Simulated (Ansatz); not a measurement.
# Run report: Al9H, single-point calculation

Al9H (slab, 20 atoms in the cell), computed with DFT PBE, scalar-relativistic, plane waves, PAW, PAW set soft_1, no spin polarisation (Ansatz 0.2.0).

The structure derives from a Materials Project entry. Figures and captions count atoms from 1; the log counts them from 0 in places.

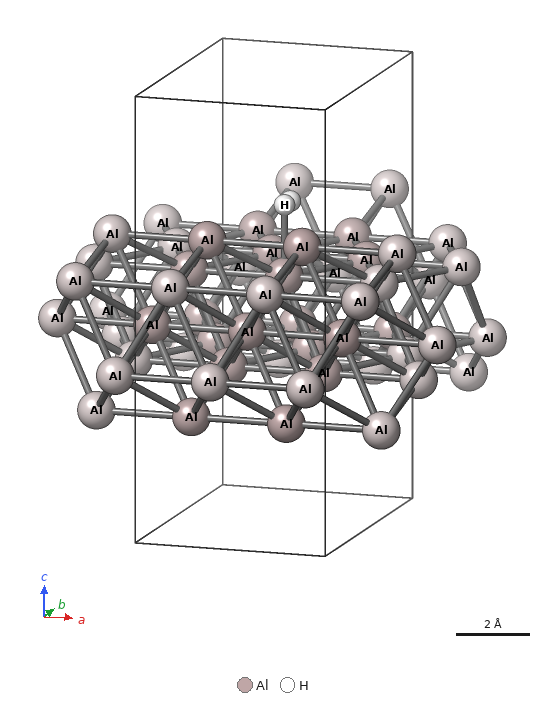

**Figure 1.** The structure (ball-and-stick view of the cell of the calculation, with the vacuum cut short, seen slightly off an axis; neighbours outside the cell are drawn fainter). An atom can appear more than once, as a periodic image.

**Summary**

| quantity | value |
| --- | --- |
| outcome | converged |
| electrons treated | 56 |
| free energy | −9699.6839 eV |
| work function, top face | 4.03 eV |
| work function, bottom face | 4.19 eV |
| Fermi energy | −1.163 eV |
| gap on the k-point mesh | none (metallic) |
| work function (upper face) | 4.03 eV |
| largest force (length of the vector) | 5.729 eV/Å |
| hardware | 1 thread of Arm Neoverse V1, 24 GiB of memory available, shared host |
| wall time | 1.7 min |
| peak memory | 1.1 GiB |

**Input**
```yaml
crystal:
  lattice:
    - [5.7070863106, 0.0, 0.0]
    - [-1.4267715776, 9.701484238, 0.0]
    - [0.0, 0.0, 22.7903703519]
  atoms:
    - { symbol: Al, position: [0.2662216041, 0.0648864163, 0.1755127248] }
    - { symbol: Al, position: [0.7662216041, 0.0648864163, 0.1755127248] }
    - { symbol: Al, position: [0.3354806058, 0.3419224231, 0.2192029854] }
    - { symbol: Al, position: [0.8354806058, 0.3419224231, 0.2192029854] }
    - { symbol: Al, position: [0.1493324061, 0.5973296244, 0.2279410375] }
    - { symbol: Al, position: [0.6493324061, 0.5973296244, 0.2279410375] }
    - { symbol: Al, position: [0.4631842064, 0.8527368258, 0.2366790896] }
    - { symbol: Al, position: [0.9631842065, 0.8527368258, 0.2366790896] }
    - { symbol: Al, position: [0.0319772093, 0.1277109169, 0.2808262502] }
    - { symbol: Al, position: [0.5319772093, 0.1277109169, 0.2808262502] }
    - { symbol: Al, position: [0.0997917601, 0.4042231294, 0.3301071124] }
    - { symbol: Al, position: [0.5997917601, 0.4042231294, 0.3301071124] }
    - { symbol: Al, position: [0.4144000537, 0.6596656514, 0.3369822081] }
    - { symbol: Al, position: [0.9144000537, 0.6596656514, 0.3369822081] }
    - { symbol: Al, position: [0.2263076916, 0.9110819252, 0.344925913] }
    - { symbol: Al, position: [0.7263076916, 0.9110819252, 0.344925913] }
    - { symbol: Al, position: [0.2962427243, 0.1814072004, 0.3857054631] }
    - { symbol: Al, position: [0.7962427243, 0.1814072004, 0.3857054631] }
    - { symbol: H, position: [0.60626438, 0.3914885899, 0.4194916627] }
    - { symbol: H, position: [0.60626438, 0.4577756274, 0.4194916627] }
basis:
  ecutwfc: 420
kpoints:
  mp_grid: { grid: [5, 3, 1] }
hamiltonian:
  xc: pbe
  pseudopotentials: { kind: paw, azcp: { folder: soft_1 } }
scf:
  occupations: { method: gaussian, width: 0.1 }
output:
  forces: true
  eigenvalues: true
  write_density: true
  write_potential: true
  elf: true
  volumetric_format: npy
efield:
  axis: 3
  dipole_correction: true
  ramp_width: 0.04
```

Run as:
```bash
ansatz run input.yaml --threads 1 --pin off --max-ram 3072MiB --backend cpu --events-out ev --progress --plain --runs-dir out
```

**Output**
```
Engine: ansatz 0.2.0, aarch64-unknown-linux-gnu
Pseudopotentials: kind: paw
Pseudopotential: Al, paw, valence charge 3, recommended cutoff 420 eV (normal), [file]
Pseudopotential: H, paw, valence charge 1, recommended cutoff 420 eV (normal), [file]
Functional definition: PBE
  parameter kappa = 0.804
  parameter beta = 0.06672455060314922
  exchange = pbe_x(kappa = kappa, mu = beta*pi^2/3)
  correlation = pbe_c(beta = beta)
Crystal: 20 atoms, lattice volume = 1261.839 Å³
Basis set: ecut = 420 eV, 24709 PW (Γ), exchange–correlation on 80×144×320 points (8 copies of the dense FFT grid, shifted against one another)
Bands: 48, of which v1, the nominal top of the filled ones, is band 28 counted from 1 (27 counted from 0)
Symmetry: 1 space group operations
Space group: P1 (ITA 1), of the structure as read, at distance tolerance 1.1e-4 Å
k-points: 8 of 15 (time reversal used)
Non-local potential: Al, projectors of the file, l = 0: 2, l = 1: 2, l = 2: 1
Non-local potential: H, projectors of the file, l = 0: 2, l = 1: 1
PAW form: soft (Blöchl's): semilocal exchange-correlation on the pseudo side does not see the compensation charge
PAW one-centre angular grid: Al, 110 points (default); XC on 64 Gauss nodes
PAW one-centre angular grid: H, 110 points (default); XC on 64 Gauss nodes
Initial density: superposition of atomic densities (neutral atoms: chi_scale 0, normalization atom)
Initial wavefunctions: pseudopotential atomic-orbital guess
Functional: x = pbe(κ = 0.804, μ = 0.2195149727645171), c = pbe(β = 0.06672455060314922)
SCF iter   1: F=—  HF=-9703.130497 eV  |F-HF|=—  |Δ(HF+E_count)|=         —  Δρ=2.00e-2  dr2=1.51e1  ethr=3.10e-3  p=-0.000 e·Å  D=-1.70e-7 V/Å  ΔV_dip=0.00 eV  dr2_dipole=1.25e-2  V_vac-E_F(+/−)=6.11/6.11 eV  ⟨swp⟩=7.0  Hψ=2333  notcnv=0  defer=1
efield: sawtooth ramp at fractional position 0.7775 (placed from the atoms, in the widest stretch of the axis that holds none; the zero of the levels goes with the place), width 0.0400; the density the first Hamiltonian is built on has a dipole p = -0.000 e·Å; the dipole correction subtracts the counter field D = -1.70e-7 V/Å, which shifts the + side's vacuum level by +0.00 eV against the − side's; the planar-averaged density in the ramp window peaks in size at 5.5e-7 e/Å³
preconditioner: auto → LDOS  [metal: Δε(μ)=0.057 eV  Ē_g=6.400 eV  σ=0.100 eV  W_gap=0.30  n_scr=98 (ndim 8)  ℏωp=7.8 eV  f_vac=0.585  D(μ)=8.07/eV (n_scr^D=20)  β→1.0]
SCF iter   2: F=—  HF=-9699.813653 eV  |F-HF|=—  |Δ(HF+E_count)|=    3.32e0  Δρ=7.36e-3  dr2=1.68e0  ethr=3.10e-3  p=0.062 e·Å  D=8.94e-3 V/Å  ΔV_dip=-0.20 eV  dr2_dipole=8.81e-5  V_vac-E_F(+/−)=3.81/4.02 eV  ⟨swp⟩=3.6  Hψ=898  notcnv=0  defer=89
SCF iter   3: F=—  HF=-9699.698687 eV  |F-HF|=—  |Δ(HF+E_count)|=   1.15e-1  Δρ=1.31e-3  dr2=1.25e-1  ethr=3.00e-3  p=0.052 e·Å  D=7.42e-3 V/Å  ΔV_dip=-0.17 eV  dr2_dipole=3.40e-4  V_vac-E_F(+/−)=4.23/4.39 eV  ⟨swp⟩=2.4  Hψ=528  notcnv=0  defer=89
SCF iter   4: F=—  HF=-9699.683363 eV  |F-HF|=—  |Δ(HF+E_count)|=   1.53e-2  Δρ=3.20e-4  dr2=4.12e-3  ethr=2.23e-4  p=0.049 e·Å  D=6.99e-3 V/Å  ΔV_dip=-0.16 eV  dr2_dipole=1.28e-5  V_vac-E_F(+/−)=4.07/4.23 eV  ⟨swp⟩=2.9  Hψ=690  notcnv=0  defer=86
SCF iter   5: F=—  HF=-9699.683982 eV  |F-HF|=—  |Δ(HF+E_count)|=   6.19e-4  Δρ=1.04e-4  dr2=5.42e-4  ethr=7.36e-6  p=0.050 e·Å  D=7.22e-3 V/Å  ΔV_dip=-0.16 eV  dr2_dipole=8.23e-6  V_vac-E_F(+/−)=4.03/4.20 eV  ⟨swp⟩=2.2  Hψ=504  notcnv=0  defer=86
SCF iter   6: F=—  HF=-9699.684003 eV  |F-HF|=—  |Δ(HF+E_count)|=   2.17e-5  Δρ=2.80e-5  dr2=2.47e-5  ethr=9.68e-7  p=0.050 e·Å  D=7.15e-3 V/Å  ΔV_dip=-0.16 eV  dr2_dipole=2.05e-8  V_vac-E_F(+/−)=4.03/4.19 eV  ⟨swp⟩=2.4  Hψ=506  notcnv=0  defer=86
SCF iter   7: F=—  HF=-9699.683944 eV  |F-HF|=—  |Δ(HF+E_count)|=   5.94e-5  Δρ=7.90e-6  dr2=2.40e-6  ethr=4.40e-8  p=0.050 e·Å  D=7.18e-3 V/Å  ΔV_dip=-0.16 eV  dr2_dipole=5.37e-8  V_vac-E_F(+/−)=4.03/4.19 eV  ⟨swp⟩=2.0  Hψ=540  notcnv=0  defer=86
SCF iter   8: F=—  HF=-9699.683945 eV  |F-HF|=—  |Δ(HF+E_count)|=   1.07e-6  Δρ=2.16e-6  dr2=1.45e-7  ethr=4.29e-9  p=0.050 e·Å  D=7.17e-3 V/Å  ΔV_dip=-0.16 eV  dr2_dipole=1.25e-9  V_vac-E_F(+/−)=4.03/4.19 eV  ⟨swp⟩=2.0  Hψ=487  notcnv=0  defer=86
SCF iter   9: F=-9699.683945 eV  HF=-9699.683945 eV  |F-HF|=2.48e-8  |Δ(HF+E_count)|=   2.32e-7  Δρ=5.13e-7  dr2=7.81e-9  ethr=1.79e-10  p=0.050 e·Å  D=7.17e-3 V/Å  ΔV_dip=-0.16 eV  dr2_dipole=6.40e-11  V_vac-E_F(+/−)=4.03/4.19 eV  ⟨swp⟩=40.0  Hψ=4501  notcnv=0
SCF 1 converged in 9 iterations: F = -9699.683945 eV  dr2 = 7.81e-9
  greatest PAW one-centre occupation: 0.492 electrons in one spin orbital (limit 2), on the Al atom at site 1 (counted from 0), in its partial waves of l = 0
SCF converged after 9 iterations
Free energy (F): -9699.683945 eV
Harris-Foulkes:  -9699.683945 eV  (|F-HF|=2.48e-8)
Internal energy: -9699.634969 eV  (E = F + TS)
E sigma→0 (E₀):  -9699.659457 eV
Entropy (-TS):   -0.048976 eV (-2.449 meV/atom)
Fermi energy:    -1.162661 eV
Dipole field:    D = 0.007169 V/Å  (p = 0.049994 e·Å, saw-weighted, corrected)
Work function:   Φ+ = 4.0289 eV   Φ− = 4.1923 eV
Levels:          The Fermi level and band energies are counted from a zero that moves with the ramp; work functions are not
--- Per-component energies (eV) ---
  E_band       = -295.589195
  E_kinetic    = 401.134427
  E_local      = -10635.640904  (includes V_loc(G=0)·N_el)
  E_nonlocal   = 184.408261
  E_hartree    = 5170.270164
  E_xc         = -676.943602
  E_vxc        = -521.960377  (∫ρ·V_xc dr)
  E_paw        = -8449.696151  (= ΣΔE_a)
  E_vpaw       = -64.165581  (= ΣTr[D̂ρ^β])
  E_aug_tail   = -0.002616  (compensation charges beyond the density's cutoff)
  E_efield     = 0.000179  (sawtooth field / dipole correction)
  E_vefield    = 0.097387  (∫n·V_field dr)
  E_ewald      = 4306.835273
  E_smearing   = -0.048976  (= −TS)
  E_closure    = 0.000000  (closes the sum)
  Σ components = -9699.683945   (vs F -9699.683945, Δ=0.00e0)
--- Forces (eV/Å), atoms counted from 1 ---
  atom   1  Al    -0.06273188     0.13334768     0.02595726
  atom   2  Al     0.05036524     0.14885231     0.00729873
  atom   3  Al    -0.01127877     0.01662646     0.00124161
  atom   4  Al     0.02184351     0.01151472    -0.00084797
  atom   5  Al    -0.00451910    -0.11456220     0.04058017
  atom   6  Al     0.00359965    -0.07979158     0.02464555
  atom   7  Al     0.00075666    -0.09497044    -0.14222446
  atom   8  Al     0.00707467    -0.07819042    -0.12451114
  atom   9  Al    -0.00153815     0.02397901     0.01467412
  atom  10  Al    -0.00816015     0.04432204    -0.00314803
  atom  11  Al     0.01783008    -0.02000758    -0.00923979
  atom  12  Al    -0.01600961    -0.03659007    -0.58040474
  atom  13  Al    -0.04839293    -0.02743286    -0.08622868
  atom  14  Al     0.03163657    -0.02666715    -0.09232915
  atom  15  Al     0.00784024     0.04112091    -0.01620709
  atom  16  Al    -0.00357191     0.05728358    -0.00332284
  atom  17  Al    -0.07730117    -0.22994449    -0.11149703
  atom  18  Al     0.08214185    -0.24374582    -0.11991028
  atom  19  H      0.78721794    -5.18150115     0.70485606
  atom  20  H     -0.77680522     5.65636114     0.47063281
  max |Σ_I F_I| component: 1.51e-5 eV/Å
--- Band table (eV; the first three rows and the last of 8) ---
  k-point 0: bands = ["-11.3787", "-10.5712", "-9.6835", "-9.4143", "-8.7358", "-7.1417", "-6.8628", "-6.6758", "-6.6228", "-5.9250", "-5.7895", "-5.6585", "-5.1084", "-4.9623", "-4.5613", "-4.5076", "-4.4552", "-4.2989", "-3.4668", "-3.4096", "-3.2934", "-3.0057", "-2.8099", "-2.6586", "-2.2624", "-2.2243", "-2.1143", "-1.7862", "-1.6828", "-1.4391", "-1.0474", "-0.2638", "0.0800", "0.2608", "0.4069", "0.5212", "0.6257", "0.7950", "0.9023", "1.0976", "1.2621", "1.3250", "1.4287", "1.6383", "1.8130", "2.2419", "2.2911", "2.3894"]
  k-point 1: bands = ["-11.2570", "-10.7469", "-10.1153", "-8.7216", "-8.4407", "-7.5749", "-6.9123", "-6.7415", "-6.5503", "-6.1607", "-5.9703", "-5.5090", "-5.4545", "-4.9807", "-4.5254", "-4.4674", "-4.4090", "-3.8371", "-3.6893", "-3.4571", "-3.3189", "-3.0222", "-2.6784", "-2.5492", "-2.3660", "-2.0826", "-1.5462", "-1.4120", "-1.1823", "-1.0055", "-0.9238", "-0.6187", "-0.4370", "-0.3937", "-0.1938", "0.2326", "0.4403", "0.6855", "0.8531", "1.0861", "1.1895", "1.3079", "1.5762", "1.7197", "2.0229", "2.1306", "2.2607", "2.4171"]
  k-point 2: bands = ["-11.2289", "-10.5087", "-9.5601", "-9.1916", "-8.6015", "-8.2504", "-7.3193", "-6.9979", "-6.6293", "-6.1344", "-6.0098", "-5.5015", "-5.1354", "-4.7532", "-4.7205", "-4.5693", "-4.0892", "-3.8273", "-3.4505", "-3.2263", "-2.9037", "-2.8297", "-2.7188", "-2.5968", "-2.4449", "-2.1998", "-1.9811", "-1.5605", "-1.1669", "-0.9931", "-0.5351", "-0.4826", "-0.1879", "-0.0737", "0.0828", "0.2808", "0.6336", "0.7788", "1.1269", "1.3758", "1.4761", "1.6467", "1.8737", "1.9994", "2.0620", "2.3057", "2.5455", "2.6830"]
  k-point 7: bands = ["-10.8848", "-10.2424", "-9.4697", "-9.3035", "-8.9402", "-8.1083", "-8.0676", "-7.2080", "-6.8018", "-6.3607", "-6.1363", "-5.9751", "-5.8067", "-5.4705", "-4.8555", "-4.2612", "-3.7259", "-3.4305", "-3.3469", "-3.0398", "-2.7366", "-2.6457", "-2.3172", "-2.0816", "-1.6924", "-1.3724", "-1.1119", "-1.0254", "-0.7618", "-0.6623", "-0.2169", "-0.0453", "-0.0185", "0.1079", "0.1265", "0.2978", "0.6808", "0.9246", "1.1726", "1.2435", "1.3597", "1.4617", "1.7444", "1.9695", "2.1235", "2.2058", "2.2419", "2.4031"]
```

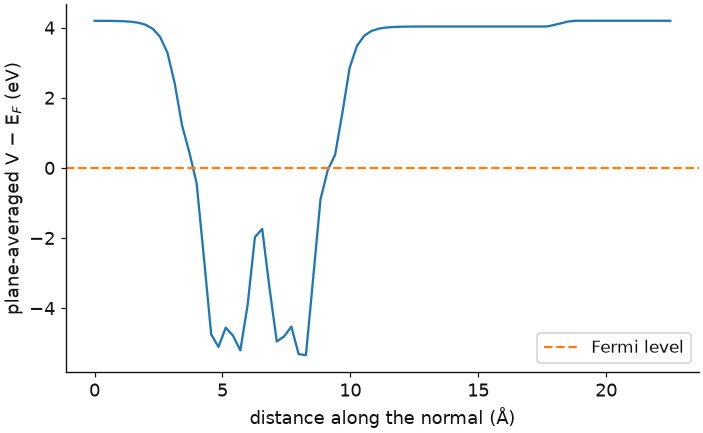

**Figure 2.** Plane average of the electrostatic potential energy of an electron across the cell, from the Fermi level. The vacuum level lies 4.03 eV above the Fermi level on the upper side and 4.19 eV on the lower.

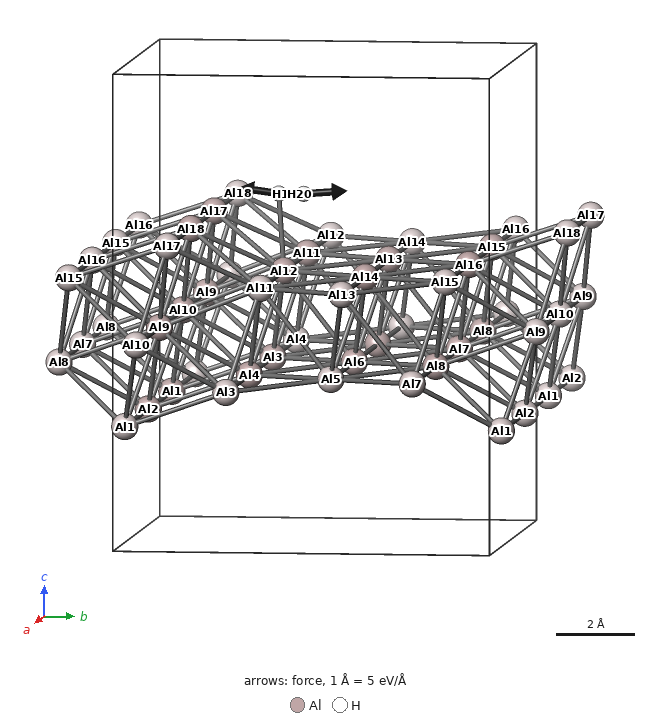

**Figure 3.** Forces on the atoms as black arrows (ball-and-stick view of the cell of the calculation, with the vacuum cut short, seen slightly off an axis; neighbours outside the cell are drawn fainter; atoms are numbered from 1 in the order of the input); the smallest are left out. The largest act on H20 (5.73 eV/Å); H19 (5.29 eV/Å). The geometry is not a stationary point of this energy.

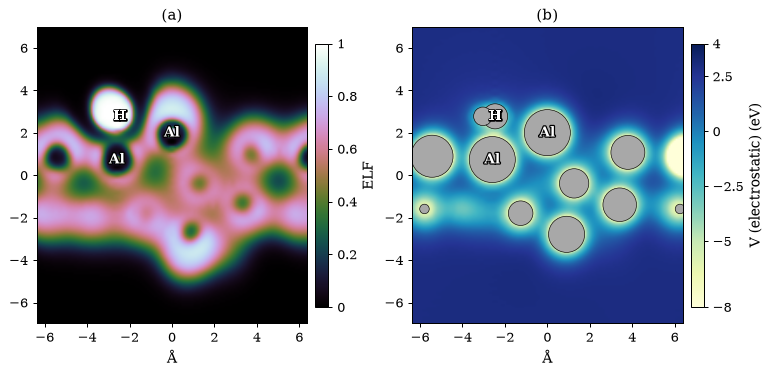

**Figure 4.** (a) ELF; (b) electrostatic potential (local pseudopotential plus Hartree) felt by an electron on the (110) plane of the calculation cell, a cut from vacuum to vacuum. Grey discs, where drawn, cover atomic cores. Al–Al (2.89 Å): the ELF is about 0.65 at the midpoint; no localised pair between them. In a PAW calculation such maps are meaningful between the atoms, not at the nuclei.
